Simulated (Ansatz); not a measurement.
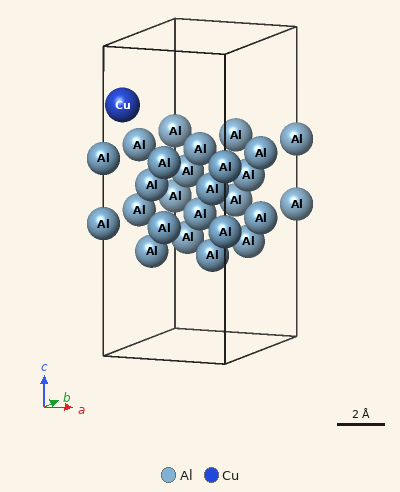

Figure 1. The structure (spheres-only view of the cell of the calculation, with the vacuum cut short, seen slightly off an axis).

## Single-point calculation, with input and output: Al16Cu

- system: Al16Cu (slab, 17 atoms in the cell)
- method: DFT PBE+D3(BJ), scalar-relativistic, plane waves, PAW, no spin polarisation (Ansatz 0.2.0)

The structure derives from an entry of the Crystallography Open Database. Figures and captions count atoms from 1; the log counts them from 0 in places.

**What the program printed**
```
Engine: ansatz 0.2.0, x86_64-unknown-linux-gnu
Pseudopotentials: kind: paw
Pseudopotential: Al, paw, valence charge 3, recommended cutoff 420 eV (normal), Al.paw.azcp
Pseudopotential: Cu, paw, valence charge 19, recommended cutoff 420 eV (normal), Cu.paw.azcp
Functional definition: PBE
  parameter kappa = 0.804
  parameter beta = 0.06672455060314922
  exchange = pbe_x(kappa = kappa, mu = beta*pi^2/3)
  correlation = pbe_c(beta = beta)
Crystal: 17 atoms, lattice volume = 952.451 Å³
Basis set: ecut = 420 eV, 18655 PW (Γ), exchange–correlation on 80×108×288 points (8 copies of the dense FFT grid, shifted against one another)
Bands: 51, of which v1, the nominal top of the filled ones, is band 34 counted from 1 (33 counted from 0)
Symmetry: 1 space group operations
Space group: P1 (ITA 1), of the structure as read, at distance tolerance 9.8e-5 Å
k-points: 11 of 20 (time reversal used)
Non-local potential: Al, projectors of the file, l = 0: 2, l = 1: 2, l = 2: 1
Non-local potential: Cu, projectors of the file, l = 0: 3, l = 1: 2, l = 2: 3, l = 3: 1
PAW form: soft (Blöchl's): semilocal exchange-correlation on the pseudo side does not see the compensation charge
PAW one-centre angular grid: Al, 110 points (default); XC on 64 Gauss nodes
PAW one-centre angular grid: Cu, 590 points (default); XC on 64 Gauss nodes
Initial density: superposition of atomic densities (neutral atoms: chi_scale 0, normalization atom), corrected by the library's trained network
Initial wavefunctions: pseudopotential atomic-orbital guess
Functional: x = pbe(κ = 0.804, μ = 0.2195149727645171), c = pbe(β = 0.06672455060314922)
SCF iter   1: F=—  HF=-15221.959124 eV  |F-HF|=—  |Δ(HF+E_count)|=         —  Δρ=1.77e-3  dr2=1.42e-1  ethr=1.77e-3  p=0.066 e·Å  D=1.25e-2 V/Å  ΔV_dip=-0.27 eV  dr2_dipole=3.72e-2  V_vac-E_F(+/−)=3.74/4.00 eV  ⟨swp⟩=14.5  Hψ=3671  notcnv=0
efield: sawtooth ramp at fractional position 0.8198 (placed from the atoms, in the widest stretch of the axis that holds none; the zero of the levels goes with the place), width 0.0400; the density the first Hamiltonian is built on has a dipole p = 0.066 e·Å; the dipole correction subtracts the counter field D = 1.25e-2 V/Å, which shifts the + side's vacuum level by -0.27 eV against the − side's; the planar-averaged density in the ramp window peaks in size at 3.5e-5 e/Å³
preconditioner: auto → LDOS  [metal: Δε(μ)=0.017 eV  Ē_g=5.584 eV  σ=0.100 eV  W_gap=0.10  n_scr=88 (ndim 8)  ℏωp=9.2 eV  f_vac=0.551  D(μ)=9.30/eV (n_scr^D=32)  β→1.0]
SCF iter   2: F=—  HF=-15221.955866 eV  |F-HF|=—  |Δ(HF+E_count)|=   3.26e-3  Δρ=2.29e-3  dr2=5.33e-2  ethr=2.13e-4  p=0.044 e·Å  D=8.31e-3 V/Å  ΔV_dip=-0.18 eV  dr2_dipole=5.06e-3  V_vac-E_F(+/−)=3.88/4.06 eV  ⟨swp⟩=2.3  Hψ=962  notcnv=0  defer=45
SCF iter   3: F=—  HF=-15221.969645 eV  |F-HF|=—  |Δ(HF+E_count)|=   1.38e-2  Δρ=4.39e-3  dr2=1.09e-1  ethr=7.96e-5  p=0.047 e·Å  D=8.87e-3 V/Å  ΔV_dip=-0.19 eV  dr2_dipole=7.63e-5  V_vac-E_F(+/−)=3.85/4.04 eV  ⟨swp⟩=2.0  Hψ=919  notcnv=0  defer=45
SCF iter   4: F=—  HF=-15221.949172 eV  |F-HF|=—  |Δ(HF+E_count)|=   2.05e-2  Δρ=7.07e-4  dr2=6.48e-3  ethr=7.96e-5  p=0.041 e·Å  D=7.81e-3 V/Å  ΔV_dip=-0.17 eV  dr2_dipole=1.38e-3  V_vac-E_F(+/−)=3.88/4.05 eV  ⟨swp⟩=2.0  Hψ=1031  notcnv=0  defer=24
SCF iter   5: F=—  HF=-15221.948558 eV  |F-HF|=—  |Δ(HF+E_count)|=   6.14e-4  Δρ=1.51e-4  dr2=3.93e-4  ethr=9.66e-6  p=0.037 e·Å  D=7.02e-3 V/Å  ΔV_dip=-0.15 eV  dr2_dipole=1.06e-4  V_vac-E_F(+/−)=3.89/4.04 eV  ⟨swp⟩=2.0  Hψ=574  notcnv=0  defer=24
SCF iter   6: F=—  HF=-15221.948575 eV  |F-HF|=—  |Δ(HF+E_count)|=   1.63e-5  Δρ=7.43e-5  dr2=5.95e-5  ethr=5.87e-7  p=0.035 e·Å  D=6.69e-3 V/Å  ΔV_dip=-0.14 eV  dr2_dipole=8.77e-6  V_vac-E_F(+/−)=3.90/4.04 eV  ⟨swp⟩=2.0  Hψ=659  notcnv=0  defer=24
SCF iter   7: F=—  HF=-15221.949151 eV  |F-HF|=—  |Δ(HF+E_count)|=   5.77e-4  Δρ=1.17e-5  dr2=2.16e-6  ethr=8.88e-8  p=0.035 e·Å  D=6.59e-3 V/Å  ΔV_dip=-0.14 eV  dr2_dipole=1.38e-7  V_vac-E_F(+/−)=3.90/4.04 eV  ⟨swp⟩=2.6  Hψ=847  notcnv=0  defer=24
SCF iter   8: F=—  HF=-15221.949153 eV  |F-HF|=—  |Δ(HF+E_count)|=   1.62e-6  Δρ=4.77e-6  dr2=3.08e-7  ethr=3.23e-9  p=0.035 e·Å  D=6.57e-3 V/Å  ΔV_dip=-0.14 eV  dr2_dipole=3.49e-8  V_vac-E_F(+/−)=3.90/4.04 eV  ⟨swp⟩=2.0  Hψ=795  notcnv=0  defer=24
SCF iter   9: F=-15221.949153 eV  HF=-15221.949153 eV  |F-HF|=1.22e-8  |Δ(HF+E_count)|=   6.71e-8  Δρ=1.10e-6  dr2=1.51e-8  ethr=1.49e-10  p=0.035 e·Å  D=6.56e-3 V/Å  ΔV_dip=-0.14 eV  dr2_dipole=1.40e-9  V_vac-E_F(+/−)=3.90/4.04 eV  ⟨swp⟩=36.3  Hψ=5303  notcnv=0
SCF 1 converged in 9 iterations: F = -15221.949153 eV  dr2 = 1.51e-8
  greatest PAW one-centre occupation: 1.000 electrons in one spin orbital (limit 2), on the Cu atom at site 16 (counted from 0), in its partial waves of l = 0
WARN: The output density's exchange-correlation potential varies sharply where the density is thin. Do not read a vacuum level from v_tot or v_xc, or from such a field of the output density. On a cell that repeats whose density bears no net charge and no dipole along the vacuum's axis use v_es (v_loc + v_h of the components); under efield.dipole_correction with no amplitude use v_es + v_field, which holds any external_charges[].barrier, or the levels of the report's work_function block, which leave it out; under a non-zero efield.amplitude the vacuum is tilted and has no level; on a cell that repeats and bears such a dipole with no correction it is tilted too, and efield.dipole_correction with no amplitude gives each side of its ramp a level where efield: is served; in a cell that repeats whose density bears a net charge (total_charge, or a fill off its count) it is curved and has none; of a slab under crystal.periodic whose density bears no net charge use v_es, which has a level on each side, short of where the two are joined; of another it falls or rises all the way out and has none; of a slab beside external_charges read slab_vacuum_level instead, which it has where they leave it neutral. The grid or the basis barely resolves most such structure, and the values can differ between equally converged runs; as a rule a tighter scf.convergence.dr2_threshold does not remove it. Where the density itself ripples (under the LDA too) a higher basis.ecutwfc lessens it. The files hold the spikes' plane waves up to the density's cutoff. Files: v_tot_of_output_density and the like, and their columns of v_z.tsv (output.write_potential); v_xc_of_output_density and the like, and their columns of v_comp_z.tsv (output.write_potential_components). Measured: with its Gaussian average of σ = 0.25 Å subtracted twice, the exchange-correlation potential is over 0.1 eV at 240 of the grid points where the equally averaged density (valence and model cores) is under 1e-3 e/Å³, and 0.262 eV at the most among them, at an averaged density of 9.9e-4 e/Å³. The input density's (outcome.potential() and, of a run that writes arrays, v_tot and v_xc) is over 0.1 eV, so measured, at 175 points of its own thin density, 0.261 eV at the most. See output.write_potential in the manual, Limitations
SCF converged after 9 iterations
Free energy (F): -15221.949153 eV
Harris-Foulkes:  -15221.949153 eV  (|F-HF|=1.22e-8)
Internal energy: -15221.899567 eV  (E = F + TS)
E sigma→0 (E₀):  -15221.924360 eV
Entropy (-TS):   -0.049586 eV (-2.917 meV/atom)
Fermi energy:    -0.356391 eV
Dipole field:    D = 0.006539 V/Å  (p = 0.034416 e·Å, saw-weighted, corrected)
Work function:   Φ+ = 3.8980 eV   Φ− = 4.0368 eV
Levels:          The Fermi level and band energies are counted from a zero that moves with the ramp; work functions are not
--- Per-component energies (eV) ---
  E_band       = -874.952407
  E_kinetic    = 643.363672
  E_local      = -19308.673616  (includes V_loc(G=0)·N_el)
  E_nonlocal   = 570.948550
  E_hartree    = 9153.357677
  E_xc         = -708.426421
  E_vxc        = -555.821634  (∫ρ·V_xc dr)
  E_paw        = -9151.421470  (= ΣΔE_a)
  E_vpaw       = -531.415534  (= ΣTr[D̂ρ^β])
  E_aug_tail   = 0.000247  (compensation charges beyond the density's cutoff)
  E_efield     = 0.000113  (sawtooth field / dipole correction)
  E_vefield    = -0.058542  (∫n·V_field dr)
  E_ewald      = 3582.544540
  E_disp       = -3.592858  (pairwise vdW)
  E_smearing   = -0.049586  (= −TS)
  E_closure    = -0.000000  (closes the sum)
  Σ components = -15221.949153   (vs F -15221.949153, Δ=0.00e0)
--- Forces (eV/Å), atoms counted from 1 ---
  atom   1  Al    -0.02729710    -0.01413943     0.18695437
  atom   2  Al     0.05881121    -0.00975440     0.18262690
  atom   3  Al     0.04046670    -0.01367405     0.19375677
  atom   4  Al    -0.04961533    -0.01553367     0.16542168
  atom   5  Al    -0.07625392     0.04024068    -0.14960811
  atom   6  Al    -0.03346354    -0.01640420    -0.10368427
  atom   7  Al     0.08847143    -0.01391772    -0.12010825
  atom   8  Al     0.01548506     0.02486091    -0.09696780
  atom   9  Al     0.05992707     0.01317536    -0.10629282
  atom  10  Al     0.06903793     0.05067393     0.03054961
  atom  11  Al    -0.04549494    -0.04054801    -0.08337625
  atom  12  Al    -0.05163801     0.05099645    -0.03754510
  atom  13  Al    -0.08721215     0.20393407     0.62072641
  atom  14  Al     0.01114117    -0.15779396     0.16739999
  atom  15  Al    -0.00042981     0.03476836     0.14376335
  atom  16  Al    -0.00866078    -0.00988768    -0.00603608
  atom  17  Cu     0.03672270    -0.12697980    -0.98754919
  max |Σ_I F_I| component: 3.12e-5 eV/Å
--- Band table (eV; the first three rows and the last of 11) ---
  k-point 0: bands = ["-111.7941", "-69.3310", "-69.1485", "-69.1287", "-10.8091", "-8.5623", "-8.5026", "-8.3825", "-6.2769", "-6.2389", "-6.1507", "-6.1194", "-5.1540", "-4.2533", "-4.2289", "-3.9203", "-3.8807", "-3.8607", "-3.7918", "-3.1604", "-2.8585", "-2.4812", "-2.3457", "-2.3036", "-2.2059", "-2.1195", "-1.9958", "-1.9294", "-1.8975", "-1.8675", "-1.1020", "-1.0588", "-0.9276", "-0.6961", "-0.5208", "-0.2077", "-0.1284", "0.6520", "0.8128", "1.3231", "1.4635", "1.5142", "1.6218", "1.6531", "1.7608", "1.8032", "2.1702", "2.4252", "2.5139", "3.0750", "3.3063"]
  k-point 1: bands = ["-111.7941", "-69.3310", "-69.1485", "-69.1287", "-10.6648", "-9.5186", "-8.2455", "-7.4478", "-6.8910", "-6.1345", "-6.0990", "-5.1397", "-5.0273", "-5.0014", "-4.9755", "-3.9240", "-3.7773", "-3.7389", "-3.6129", "-3.0327", "-2.9994", "-2.6001", "-2.4789", "-2.4593", "-2.1503", "-2.0804", "-2.0523", "-1.9691", "-1.8972", "-1.7878", "-1.4479", "-0.6991", "-0.4065", "-0.3853", "-0.3675", "-0.1692", "0.4211", "0.4520", "0.4764", "0.7703", "0.8530", "0.8651", "1.3964", "1.7264", "2.1802", "2.3165", "2.3773", "2.5718", "2.6256", "2.8316", "2.8819"]
  k-point 2: bands = ["-111.7941", "-69.3310", "-69.1485", "-69.1287", "-10.2346", "-10.2318", "-7.8593", "-7.8227", "-5.7274", "-5.7153", "-5.6859", "-5.6829", "-5.6555", "-5.6528", "-4.8752", "-4.6425", "-3.4329", "-3.3902", "-3.3453", "-3.3356", "-3.1256", "-3.0595", "-2.5202", "-2.1311", "-2.0931", "-2.0053", "-1.9146", "-1.8888", "-1.6018", "-1.2492", "-1.2432", "-1.2027", "-1.1945", "-0.5042", "-0.1128", "-0.0990", "-0.0799", "0.1410", "0.7573", "0.8480", "1.3329", "1.3405", "1.3467", "1.3595", "1.4448", "2.0859", "2.5280", "2.6405", "2.7976", "2.8244", "3.1875"]
  k-point 10: bands = ["-111.7941", "-69.3310", "-69.1485", "-69.1287", "-9.9249", "-9.0055", "-8.7845", "-7.8734", "-7.5139", "-6.7286", "-6.6020", "-6.1668", "-5.8259", "-5.2731", "-4.4413", "-4.2604", "-3.5534", "-3.3767", "-3.2281", "-2.9484", "-2.4798", "-2.3188", "-2.2010", "-2.1046", "-1.9666", "-1.9284", "-1.8505", "-1.7687", "-1.5402", "-1.2011", "-0.8854", "-0.7873", "-0.5044", "-0.1818", "-0.0204", "0.2811", "0.6522", "0.7455", "1.0291", "1.2318", "1.6288", "1.6817", "1.7671", "1.9093", "2.0481", "2.1389", "2.4009", "2.6637", "2.8456", "3.0131", "3.1556"]
```

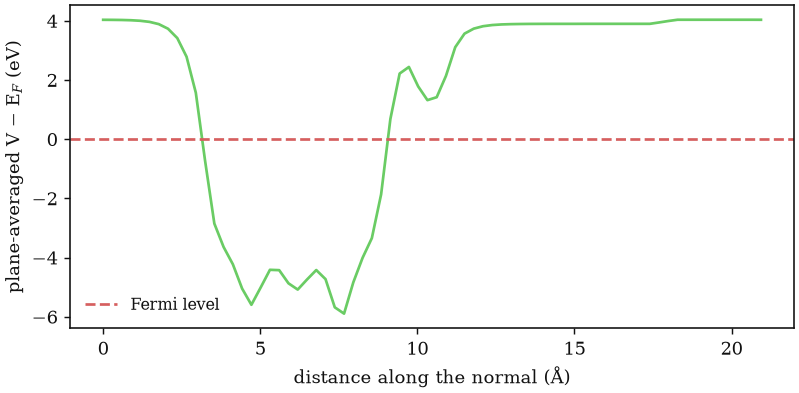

Figure 2. Plane average of the electrostatic potential energy of an electron across the cell, from the Fermi level. The vacuum level lies 3.90 eV above the Fermi level on the upper side and 4.04 eV on the lower.

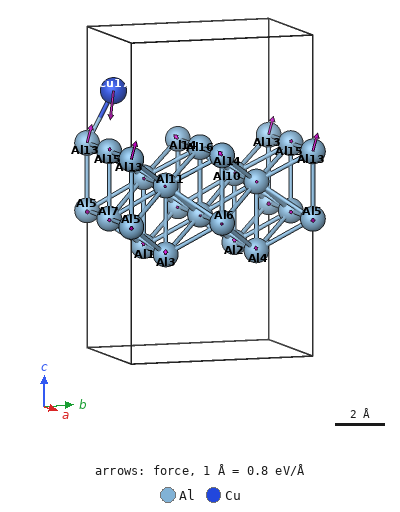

Figure 3. Forces on the atoms as pink arrows (ball-and-stick view of the cell of the calculation, with the vacuum cut short, seen slightly off an axis; atoms are numbered from 1 in the order of the input); the smallest are left out. The largest act on Cu17 (1.00 eV/Å); Al13 (0.66 eV/Å). The geometry is not a stationary point of this energy.

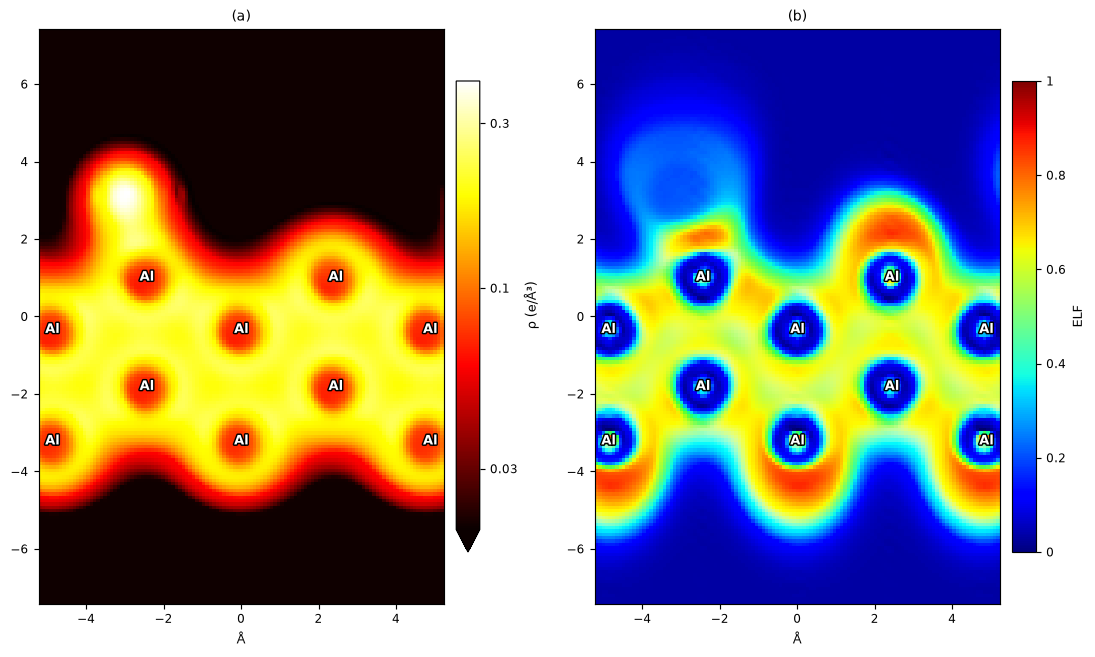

Figure 4. (a) valence electron density; (b) electron localisation function on the (110) plane of the calculation cell, a cut from vacuum to vacuum. The section cuts through Al sites. Al–Al (2.82 Å): ρ is about 0.21 e/Å³ halfway; the ELF peaks at about 0.70 between the atoms. Al–Al (2.85 Å): the density is about 0.2 e/Å³ at the midpoint; the ELF peaks at about 0.60 between the atoms. The density dies away to nearly zero in the vacuum. The fields are those of the smooth PAW valence density.

This output came from the following input.

**The input**
```yaml
crystal:
  lattice:
    - [5.6324246412, 0.0, 0.0]
    - [0.0, 7.9654513166, 0.0]
    - [0.0, 0.0, 21.2293510975]
  atoms:
    - { symbol: Al, position: [0.25, 0.25, 0.1884183827] }
    - { symbol: Al, position: [0.25, 0.75, 0.1884183827] }
    - { symbol: Al, position: [0.75, 0.25, 0.1884183827] }
    - { symbol: Al, position: [0.75, 0.75, 0.1884183827] }
    - { symbol: Al, position: [0.0, 0.0, 0.2547466541] }
    - { symbol: Al, position: [0.0, 0.5, 0.2547466541] }
    - { symbol: Al, position: [0.5, 0.0, 0.2547466541] }
    - { symbol: Al, position: [0.5, 0.5, 0.2547466541] }
    - { symbol: Al, position: [0.25, 0.25, 0.3240951258] }
    - { symbol: Al, position: [0.25, 0.75, 0.3240951258] }
    - { symbol: Al, position: [0.75, 0.25, 0.3240951258] }
    - { symbol: Al, position: [0.75, 0.75, 0.3240951258] }
    - { symbol: Al, position: [0.0, 0.0, 0.3876402562] }
    - { symbol: Al, position: [0.0, 0.5, 0.3876402562] }
    - { symbol: Al, position: [0.5, 0.0, 0.3876402562] }
    - { symbol: Al, position: [0.5, 0.5, 0.3876402562] }
    - { symbol: Cu, position: [0.0833333333, 0.125, 0.4912703667] }
basis:
  ecutwfc: 420
kpoints:
  mp_grid: { grid: [5, 4, 1] }
hamiltonian:
  xc: pbe
  dispersion: d3bj
scf:
  occupations: { method: gaussian, width: 0.1 }
output:
  forces: true
  eigenvalues: true
  write_density: true
  write_potential: true
  elf: true
  volumetric_format: npy
efield:
  axis: 3
  dipole_correction: true
  ramp_width: 0.04
```

Command:
```bash
ansatz run input.yaml --threads 1 --pin off --max-ram 3072MiB --backend cpu --events-out ev --progress --plain --runs-dir out
```

**Summary**

```json
{"quantity": "outcome", "value": "converged"}
{"quantity": "electrons treated", "value": "67"}
{"quantity": "free energy", "value": "−15221.9492 eV"}
{"quantity": "work function, top face", "value": "3.90 eV"}
{"quantity": "work function, bottom face", "value": "4.04 eV"}
{"quantity": "Fermi energy", "value": "−0.356 eV"}
{"quantity": "gap on the k-point mesh", "value": "none (metallic)"}
{"quantity": "work function (upper face)", "value": "3.90 eV"}
{"quantity": "largest force (length of the vector)", "value": "0.996 eV/Å"}
{"quantity": "hardware", "value": "1 thread of Intel Xeon (Sapphire Rapids), 16 GiB of memory available, shared host"}
{"quantity": "wall time", "value": "46 s"}
{"quantity": "peak memory", "value": "1 GiB"}
```

**Remarks**

Warnings of the run: the exchange-correlation potential is rough where the density is thin.
